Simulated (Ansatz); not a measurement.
The coordinates of a crystal:

```
Se
1.0
     4.11515    0.00000    0.00000
     0.00000    8.23624    0.00000
     0.00000    0.00000    2.70640
Se
4
Direct
  0.68233 0.38086 0.50000
  0.81767 0.88086 0.50000
  0.31767 0.61914 0.50000
  0.18233 0.11914 0.50000
```

Q: Work out the structure from the coordinates.

A: The element is selenium. It is primitive orthorhombic, space group Pbam (No. 55). The cell holds four atoms. About every Se there are three Se in a distorted T-shaped arrangement at 2.47 to 2.71 Å. The bonds build Se chains along [001].

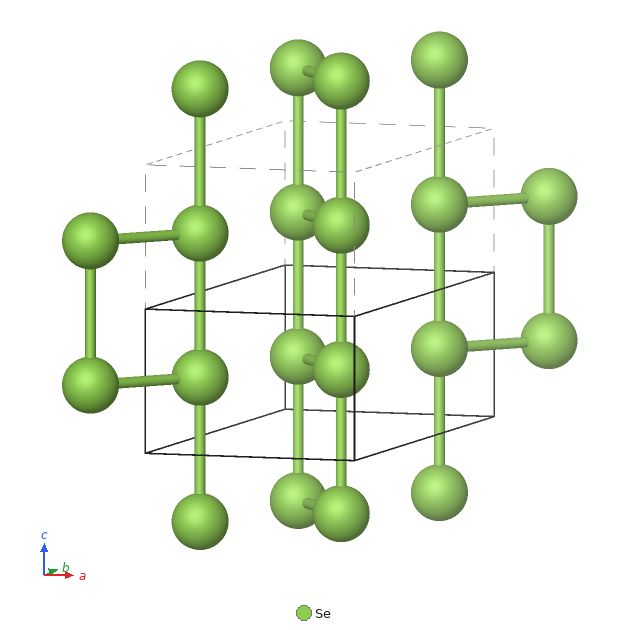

Structure drawing (ball-and-stick), viewed slightly off an axis. The picture spans 1×1×2 cells, one conventional unit cell being drawn with solid lines. Periodic images bonded to atoms of the box are shown as well. Colours: selenium green.

It goes back to a structure listed in the Materials Project. The final geometry of a relaxation with DFT PBEsol, scalar-relativistic, plane waves, PAW in Ansatz 0.2.0 is shown.
